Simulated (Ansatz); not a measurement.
Start from this file.

```yaml
crystal:
  lattice:
    - [6.62004, 0.00000, 0.00000]
    - [0.00000, 6.62004, 0.00000]
    - [0.00000, 0.00000, 6.62004]
  atoms:
    - { symbol: Cd, position: [0.00000, 0.00000, 0.00000] }
    - { symbol: Te, position: [0.25000, 0.25000, 0.25000] }
    - { symbol: Cd, position: [0.00000, 0.50000, 0.50000] }
    - { symbol: Te, position: [0.25000, 0.75000, 0.75000] }
    - { symbol: Cd, position: [0.50000, 0.00000, 0.50000] }
    - { symbol: Te, position: [0.75000, 0.25000, 0.75000] }
    - { symbol: Cd, position: [0.50000, 0.50000, 0.00000] }
    - { symbol: Te, position: [0.75000, 0.75000, 0.25000] }
```

Describe what this structure looks like.

Answer. This is CdTe. The symmetry is that of F-43m (No. 216), on a face-centred cubic lattice. In terms of structure types, this is zinc blende (sphalerite type). Cell content 4 Cd, 4 Te; Z = 4. About every Cd there are four Te in a tetrahedral arrangement at 2.87 Å. Te is linked to four Cd in a tetrahedral arrangement at 2.87 Å. The bonds build a three-dimensional framework.

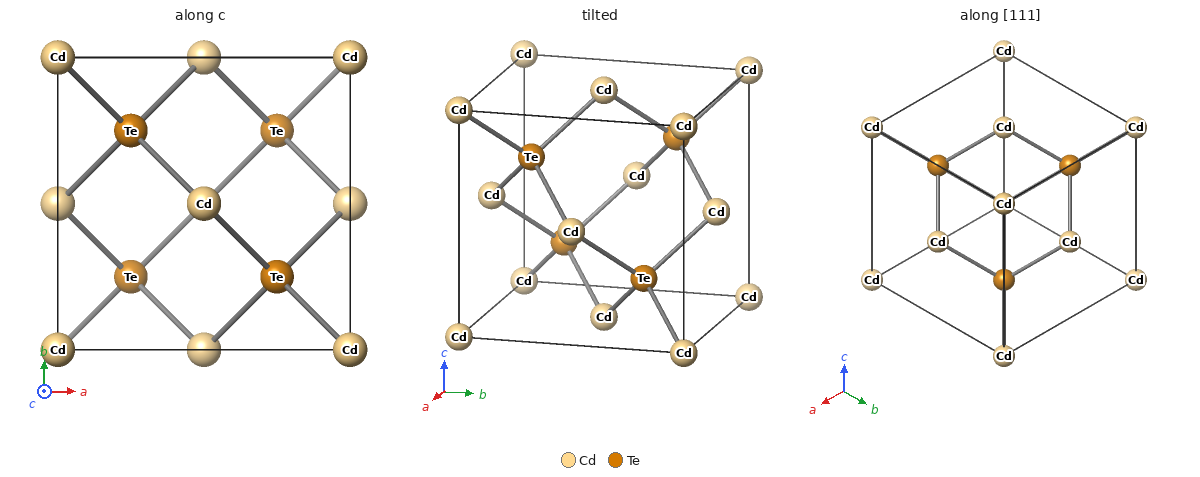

Ball-and-stick drawing of the structure, looking along the c axis, slightly off an axis and along [111]. Atoms at the boundary of the conventional unit cell (the box) are drawn once for each face, edge or corner they touch.

The model was built from a structure listed in the Materials Project. Earlier steps of the study may have refined or changed the cell and positions. Ansatz was used for an electronic-structure calculation on it.
